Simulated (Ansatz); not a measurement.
System: KBr, space group Pm-3m (No. 221), 2 atoms in the cell, CsCl-221 type type.

```
K Br
1.0
     3.93452    0.00000    0.00000
     0.00000    3.93452    0.00000
     0.00000    0.00000    3.93452
K Br
1 1
Direct
  0.00000 0.00000 0.00000
  0.50000 0.50000 0.50000
```

Ansatz 0.2.0; DFT, r2SCAN+rVV10, plane waves, PAW, no spin polarisation, 8×8×8 k mesh, 500 eV cutoff.

What does the calculation give for the electronic structure?

There is a gap; over the k points computed it is 4.80 eV (indirect; the smallest direct gap is 5.10 eV). The upper group of valence states starts about 2.2 eV under the valence-band top (which lies at −2.4 eV on this axis), with a gap beneath it; it holds about 6 electrons a cell.

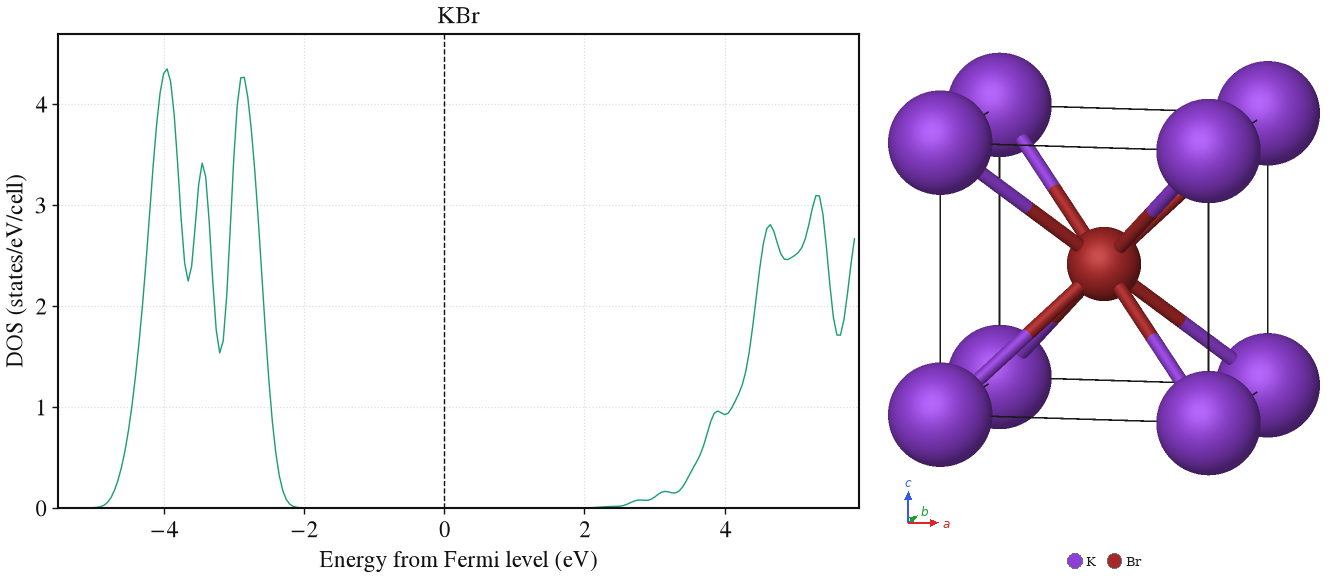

Density of states, beside the structure. Energies are counted from the Fermi level. The curve is built from the levels of the k mesh with Gaussians 0.3 eV wide, which also blur the band edges.
